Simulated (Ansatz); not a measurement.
**Geometry relaxation of Pt12S (part 2 of 2)**

Pt12S (slab, 13 atoms in the cell); DFT PBE, scalar-relativistic, plane waves, PAW, PAW set soft_1, no spin polarisation (Ansatz 0.2.0); cutoff 420 eV, 5×5×1 k-mesh, Gaussian smearing of 0.1 eV. The structure derives from an entry of the Crystallography Open Database. The input holds or restrains some coordinates. Forces given for the steps count only the free coordinates.

Geometry of the input (Å; fractional positions):
```
5.6143  0.0000  0.0000
0.0000  5.6143  0.0000
0.0000  0.0000  19.3514
Pt 0.2500  0.2500  0.2067
Pt 0.2500  0.7500  0.2067
Pt 0.7500  0.2500  0.2067
Pt 0.7500  0.7500  0.2067
Pt 0.0000  0.0000  0.3063
Pt 0.0000  0.5000  0.3063
Pt 0.5000  0.0000  0.3063
Pt 0.5000  0.5000  0.3063
Pt 0.2500  0.2500  0.4057
Pt 0.2500  0.7500  0.4057
Pt 0.7500  0.2500  0.4057
Pt 0.7500  0.7500  0.4057
S  0.3333  0.3333  0.5104
```

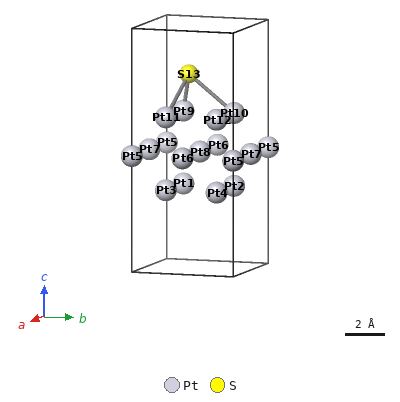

*The geometry at step 1 of the log (ball-and-stick view of the cell of the calculation, with the vacuum cut short, seen slightly off an axis; atoms are numbered from 1 in the order of the input).*

What the program printed, continued:
```
relax step   2: F+E_penalty+E_count = -151191.61463733 eV  Δ(F+E_penalty+E_count) = -1.012e-4 eV  max|allowed force component| = 4.715e-4 eV/Å  Δτ_max = 0.0033 Å  (7 SCF iters, accepted)
WARN: The output density's exchange-correlation potential varies sharply where the density is thin. Do not read a vacuum level from v_tot or v_xc, or from such a field of the output density. On a cell that repeats whose density bears no net charge and no dipole along the vacuum's axis use v_es (v_loc + v_h of the components); under efield.dipole_correction with no amplitude use v_es + v_field, which holds any external_charges[].barrier, or the levels of the report's work_function block, which leave it out; under a non-zero efield.amplitude the vacuum is tilted and has no level; on a cell that repeats and bears such a dipole with no correction it is tilted too, and efield.dipole_correction with no amplitude gives each side of its ramp a level where efield: is served; in a cell that repeats whose density bears a net charge (total_charge, or a fill off its count) it is curved and has none; of a slab under crystal.periodic whose density bears no net charge use v_es, which has a level on each side, short of where the two are joined; of another it falls or rises all the way out and has none; of a slab beside external_charges read slab_vacuum_level instead, which it has where they leave it neutral. The grid or the basis barely resolves most such structure, and the values can differ between equally converged runs; as a rule a tighter scf.convergence.dr2_threshold does not remove it. Where the density itself ripples (under the LDA too) a higher basis.ecutwfc lessens it. The files hold the spikes' plane waves up to the density's cutoff. Files: v_tot_of_output_density and the like, and their columns of v_z.tsv (output.write_potential); v_xc_of_output_density and the like, and their columns of v_comp_z.tsv (output.write_potential_components). Measured: with its Gaussian average of σ = 0.25 Å subtracted twice, the exchange-correlation potential is over 0.1 eV at 96 of the grid points where the equally averaged density (valence and model cores) is under 1e-3 e/Å³, and 0.165 eV at the most among them, at an averaged density of 1.0e-3 e/Å³. The input density's (outcome.potential() and, of a run that writes arrays, v_tot and v_xc) is over 0.1 eV, so measured, at 229 points of its own thin density, 0.166 eV at the most. See output.write_potential in the manual, Limitations
SCF converged after 7 iterations
Free energy (F): -151191.614637 eV
Harris-Foulkes:  -151191.614637 eV  (|F-HF|=6.06e-8)
Internal energy: -151191.463892 eV  (E = F + TS)
E sigma→0 (E₀):  -151191.539264 eV
Entropy (-TS):   -0.150746 eV (-11.596 meV/atom)
Fermi energy:    3.317774 eV
Dipole field:    D = 0.001457 V/Å  (p = 0.004912 e·Å, saw-weighted, corrected)
Work function:   Φ+ = 5.6194 eV   Φ− = 5.6476 eV
Levels:          The Fermi level and band energies are counted from a zero that moves with the ramp; work functions are not
--- Per-component energies (eV) ---
  E_band       = -5797.681307
  E_kinetic    = 7251.741356
  E_local      = -238312.541816  (includes V_loc(G=0)·N_el)
  E_nonlocal   = 2482.538992
  E_hartree    = 114959.281788
  E_xc         = -2861.709182
  E_vxc        = -3318.064939  (∫ρ·V_xc dr)
  E_paw        = -114414.809648  (= ΣΔE_a)
  E_vpaw       = -3820.266335  (= ΣTr[D̂ρ^β])
  E_aug_tail   = 0.014009  (compensation charges beyond the density's cutoff)
  E_efield     = 0.000004  (sawtooth field / dipole correction)
  E_vefield    = 0.292964  (∫n·V_field dr)
  E_ewald      = 79704.020606
  E_smearing   = -0.150746  (= −TS)
  E_closure    = -0.000000  (closes the sum)
  Σ components = -151191.614637   (vs F -151191.614637, Δ=0.00e0)
--- Forces (eV/Å), atoms counted from 1 ---
  atom   1  Pt    -0.02081805    -0.02081805    -0.00722308
  atom   2  Pt    -0.00654618     0.03026547     0.05986341
  atom   3  Pt     0.03026547    -0.00654618     0.05986341
  atom   4  Pt    -0.00585868    -0.00585868    -0.17408531
  atom   5  Pt     0.01440516     0.01440516    -0.06536949
  atom   6  Pt    -0.04817383    -0.01222348    -0.35284910
  atom   7  Pt    -0.01222348    -0.04817383    -0.35284910
  atom   8  Pt     0.06775650     0.06775650    -0.48051386
  atom   9  Pt    -0.59832878    -0.59832878     0.16338119
  atom  10  Pt    -0.00070722    -0.01203650     0.49150533
  atom  11  Pt    -0.01203650    -0.00070722     0.49150533
  atom  12  Pt     0.01068118     0.01068118     0.16731356
  atom  13  S      0.58159018     0.58159018    -0.00047152
  max |Σ_I F_I| component: 7.08e-5 eV/Å
--- Band table (eV; the first three rows and the last of 9) ---
  k-point 0: bands = ["-95.5963", "-95.2449", "-95.2408", "-95.2233", "-95.2181", "-94.6506", "-94.6504", "-94.5782", "-94.5577", "-94.5576", "-94.5378", "-94.4991", "-50.0746", "-49.6358", "-49.6161", "-49.5006", "-49.4933", "-49.4745", "-49.4698", "-49.4637", "-49.4416", "-49.4236", "-49.4070", "-49.2673", "-49.2623", "-49.2391", "-49.2366", "-48.9246", "-48.9240", "-48.8829", "-48.8803", "-48.8697", "-48.8690", "-48.8308", "-48.8304", "-48.6992", "-48.6940", "-48.6801", "-48.6787", "-48.6731", "-48.6705", "-48.6626", "-48.6618", "-48.5744", "-48.5589", "-48.5560", "-48.5403", "-48.4931", "-9.3142", "-5.5641", "-3.2508", "-3.2459", "-3.1677", "-3.0458", "-2.9884", "-2.9415", "-2.9143", "-2.6590", "-2.5647", "-2.4282", "-2.4206", "-1.6791", "-1.6184", "-1.4962", "-1.3543", "-1.2741", "-0.9342", "-0.8907", "-0.5278", "-0.5217", "-0.4174", "-0.2137", "-0.2110", "-0.0117", "0.0167", "0.0226", "0.0760", "0.0943", "0.1496", "0.1562", "0.1941", "0.1957", "0.5851", "0.8627", "0.9124", "1.2834", "1.3200", "1.3983", "1.6848", "1.8645", "1.8791", "1.9641", "2.0984", "2.1756", "2.3048", "2.3175", "2.3558", "2.6624", "2.7073", "2.7756", "2.8379", "3.0242", "3.0328", "3.0371", "3.0623", "3.1616", "3.2491", "3.2548", "3.3743", "3.4270", "3.4313", "3.6674", "3.9801", "4.1241", "4.1978", "4.3165", "4.5797", "5.0041", "5.0646", "5.1332", "5.1778", "5.8848", "6.9010", "6.9252", "7.2352", "7.4505", "7.6239", "8.5605", "8.9666", "9.7537", "10.0890", "10.5522", "10.5745", "10.9135"]
  k-point 1: bands = ["-95.5963", "-95.2443", "-95.2408", "-95.2234", "-95.2186", "-94.6506", "-94.6504", "-94.5779", "-94.5580", "-94.5573", "-94.5382", "-94.4992", "-50.0742", "-49.6324", "-49.6124", "-49.4945", "-49.4823", "-49.4708", "-49.4614", "-49.4562", "-49.4394", "-49.4228", "-49.4069", "-49.2871", "-49.2634", "-49.2593", "-49.2398", "-48.9221", "-48.9078", "-48.8815", "-48.8697", "-48.8651", "-48.8516", "-48.8346", "-48.8308", "-48.7037", "-48.6967", "-48.6947", "-48.6853", "-48.6816", "-48.6781", "-48.6718", "-48.6632", "-48.5725", "-48.5595", "-48.5561", "-48.5408", "-48.4933", "-9.3084", "-5.3311", "-3.3934", "-3.0298", "-2.9947", "-2.9201", "-2.8669", "-2.7855", "-2.7563", "-2.4970", "-2.4550", "-2.3867", "-2.3030", "-1.8258", "-1.5243", "-1.3514", "-1.3281", "-1.1740", "-1.0303", "-0.9007", "-0.6256", "-0.5765", "-0.5072", "-0.4439", "-0.2994", "-0.1182", "0.0378", "0.0645", "0.1038", "0.1536", "0.1781", "0.1983", "0.2583", "0.3989", "0.5307", "0.6922", "0.8214", "1.2822", "1.3288", "1.4197", "1.4548", "1.5523", "1.7242", "1.8953", "2.0652", "2.1087", "2.2417", "2.3027", "2.3160", "2.4126", "2.4456", "2.5375", "2.6307", "2.6580", "2.8217", "2.9719", "3.0047", "3.0825", "3.1529", "3.2440", "3.2554", "3.2878", "3.3550", "3.4169", "3.4784", "3.5135", "3.8095", "3.9064", "4.7891", "5.1903", "5.3518", "5.4369", "6.3414", "6.5732", "6.7019", "6.9834", "7.3567", "7.6803", "8.2459", "8.7836", "8.9210", "9.2085", "9.8135", "10.1106", "10.2857", "10.9916"]
  k-point 2: bands = ["-95.5963", "-95.2428", "-95.2414", "-95.2234", "-95.2195", "-94.6505", "-94.6504", "-94.5773", "-94.5586", "-94.5566", "-94.5388", "-94.4993", "-50.0734", "-49.6273", "-49.6060", "-49.4879", "-49.4789", "-49.4639", "-49.4497", "-49.4385", "-49.4173", "-49.4102", "-49.3842", "-49.3429", "-49.3155", "-49.2585", "-49.2441", "-48.9186", "-48.8814", "-48.8741", "-48.8701", "-48.8463", "-48.8310", "-48.8197", "-48.8013", "-48.7493", "-48.7325", "-48.7261", "-48.6947", "-48.6901", "-48.6757", "-48.6726", "-48.6650", "-48.5685", "-48.5621", "-48.5557", "-48.5417", "-48.4937", "-9.2993", "-4.7041", "-3.9265", "-2.7908", "-2.6823", "-2.5865", "-2.5075", "-2.4759", "-2.4128", "-2.3489", "-2.2321", "-2.1821", "-1.9712", "-1.9304", "-1.7673", "-1.4688", "-1.2920", "-1.0669", "-0.9689", "-0.8956", "-0.7928", "-0.7734", "-0.5733", "-0.2108", "-0.1782", "-0.1006", "-0.0075", "0.0240", "0.1508", "0.2610", "0.2764", "0.3131", "0.3517", "0.4410", "0.5795", "0.7088", "0.8211", "0.9188", "0.9547", "0.9833", "1.1391", "1.2567", "1.4237", "1.6349", "1.7092", "1.7359", "1.7976", "1.8454", "2.0063", "2.0590", "2.1536", "2.2093", "2.2188", "2.2831", "2.4546", "2.5404", "2.6858", "2.8407", "2.9229", "3.0531", "3.1699", "3.2311", "3.3317", "3.4087", "3.4647", "3.5365", "3.5821", "4.0572", "5.1936", "5.6540", "5.8751", "6.0521", "6.2582", "6.5762", "6.9095", "7.5890", "8.0122", "8.3035", "8.4628", "8.8075", "9.3102", "9.4184", "9.5273", "9.9166", "10.1940", "10.6339"]
  k-point 8: bands = ["-95.5963", "-95.2414", "-95.2408", "-95.2244", "-95.2205", "-94.6504", "-94.6504", "-94.5763", "-94.5576", "-94.5576", "-94.5398", "-94.4994", "-50.0723", "-49.6173", "-49.5974", "-49.4624", "-49.4580", "-49.4430", "-49.4228", "-49.4140", "-49.4003", "-49.3968", "-49.3871", "-49.3434", "-49.3313", "-49.3244", "-49.3178", "-48.8737", "-48.8727", "-48.8458", "-48.8441", "-48.8177", "-48.8162", "-48.8036", "-48.8026", "-48.7456", "-48.7432", "-48.7363", "-48.7345", "-48.7276", "-48.7237", "-48.6902", "-48.6899", "-48.5642", "-48.5606", "-48.5590", "-48.5431", "-48.4938", "-9.2873", "-3.8509", "-3.1691", "-3.1025", "-2.6205", "-2.1226", "-2.0549", "-1.9644", "-1.9164", "-1.8513", "-1.8155", "-1.6999", "-1.6030", "-1.5260", "-1.4218", "-1.4090", "-1.3516", "-1.2528", "-1.1915", "-1.1377", "-0.9186", "-0.7762", "-0.6346", "-0.5304", "-0.3700", "-0.2960", "-0.2260", "-0.1110", "-0.0885", "-0.0063", "0.1527", "0.2043", "0.4279", "0.4910", "0.6279", "0.7465", "0.7781", "0.7853", "0.9936", "1.0271", "1.1701", "1.2566", "1.2776", "1.2952", "1.3862", "1.4427", "1.5019", "1.6056", "1.6942", "1.7418", "1.7699", "1.7970", "1.9243", "1.9602", "2.0442", "2.1965", "2.2346", "2.2761", "2.3414", "2.4335", "2.6664", "3.0261", "3.1052", "3.1948", "3.2253", "3.3206", "3.3633", "3.5739", "3.8679", "4.3198", "4.7022", "5.4103", "6.2533", "6.8891", "7.3603", "8.2813", "9.0234", "9.8795", "10.0212", "10.2270", "10.3617", "10.5853", "10.8206", "10.8630", "10.9736", "11.1961"]
--- Relaxed structure (2 steps of the walk, 2 accepted, 0 SCFs on fresh bases) ---
  F+E_penalty+E_count = -151191.61463733 eV   max|allowed force component| = 4.715e-4 eV/Å
  atoms:
    - { symbol: Pt, position: [0.25, 0.25, 0.206703613] }
    - { symbol: Pt, position: [0.25, 0.7500000000000001, 0.206703613] }
    - { symbol: Pt, position: [0.7500000000000001, 0.25, 0.206703613] }
    - { symbol: Pt, position: [0.7500000000000001, 0.7500000000000001, 0.206703613] }
    - { symbol: Pt, position: [0.0, 0.0, 0.3062504943] }
    - { symbol: Pt, position: [0.0, 0.5, 0.3062504943] }
    - { symbol: Pt, position: [0.5, 0.0, 0.3062504943] }
    - { symbol: Pt, position: [0.5, 0.5, 0.3062504943] }
    - { symbol: Pt, position: [0.25, 0.25, 0.4057271127] }
    - { symbol: Pt, position: [0.25, 0.7500000000000001, 0.4057271127] }
    - { symbol: Pt, position: [0.7500000000000001, 0.25, 0.4057271127] }
    - { symbol: Pt, position: [0.7500000000000001, 0.7500000000000001, 0.4057271127] }
    - { symbol: S, position: [0.3333333333, 0.3333333333, 0.5105696795830141] }
```

Trajectory as extended XYZ (Å, eV, eV/Å), 2 frames, from step=1 to step=2:
```
13
Lattice="5.6143 0.0000 0.0000 0.0000 5.6143 0.0000 0.0000 0.0000 19.3514" Properties=species:S:1:pos:R:3:forces:R:3 step=1 energy=-151191.61454
Pt    1.4036    1.4036    4.0000   -0.0209  -0.0209  -0.0069
Pt    1.4036    4.2107    4.0000   -0.0065   0.0303   0.0604
Pt    4.2107    1.4036    4.0000    0.0303  -0.0065   0.0604
Pt    4.2107    4.2107    4.0000   -0.0058  -0.0058  -0.1752
Pt    0.0000    0.0000    5.9264    0.0136   0.0136  -0.0665
Pt    0.0000    2.8072    5.9264   -0.0485  -0.0118  -0.3545
Pt    2.8072    0.0000    5.9264   -0.0118  -0.0485  -0.3545
Pt    2.8072    2.8072    5.9264    0.0680   0.0680  -0.4826
Pt    1.4036    1.4036    7.8514   -0.6129  -0.6129   0.1100
Pt    1.4036    4.2107    7.8514   -0.0008  -0.0118   0.4918
Pt    4.2107    1.4036    7.8514   -0.0118  -0.0008   0.4918
Pt    4.2107    4.2107    7.8514    0.0108   0.0108   0.1671
S     1.8714    1.8714    9.8769    0.5964   0.5964   0.0593
13
Lattice="5.6143 0.0000 0.0000 0.0000 5.6143 0.0000 0.0000 0.0000 19.3514" Properties=species:S:1:pos:R:3:forces:R:3 step=2 energy=-151191.61464
Pt    1.4036    1.4036    4.0000   -0.0208  -0.0208  -0.0072
Pt    1.4036    4.2107    4.0000   -0.0065   0.0303   0.0599
Pt    4.2107    1.4036    4.0000    0.0303  -0.0065   0.0599
Pt    4.2107    4.2107    4.0000   -0.0059  -0.0059  -0.1741
Pt    0.0000    0.0000    5.9264    0.0144   0.0144  -0.0654
Pt    0.0000    2.8072    5.9264   -0.0482  -0.0122  -0.3528
Pt    2.8072    0.0000    5.9264   -0.0122  -0.0482  -0.3528
Pt    2.8072    2.8072    5.9264    0.0678   0.0678  -0.4805
Pt    1.4036    1.4036    7.8514   -0.5983  -0.5983   0.1634
Pt    1.4036    4.2107    7.8514   -0.0007  -0.0120   0.4915
Pt    4.2107    1.4036    7.8514   -0.0120  -0.0007   0.4915
Pt    4.2107    4.2107    7.8514    0.0107   0.0107   0.1673
S     1.8714    1.8714    9.8802    0.5816   0.5816  -0.0005
```

Key numbers:

| quantity | value |
| --- | --- |
| outcome | converged under the restraints of the input |
| electrons treated | 222 |
| free energy | −151191.6146 eV |
| work function, top face | 5.62 eV |
| work function, bottom face | 5.65 eV |
| Fermi energy | 3.318 eV |
| gap on the k-point mesh | none (metallic) |
| final volume | 609.97 Å³ |
| work function (upper face) | 5.62 eV |
| largest force (length of the vector) at the end, held atoms and coordinates included | 0.862 eV/Å |
| hardware | 8 threads of Arm Neoverse N1, 98 GiB of memory available, shared host |
| wall time | 50 s (CPU time 6.3 min) |
| peak memory | 3.1 GiB |

Warnings of the run: the exchange-correlation potential is rough where the density is thin. Spin–orbit coupling is left out, which matters for Pt.
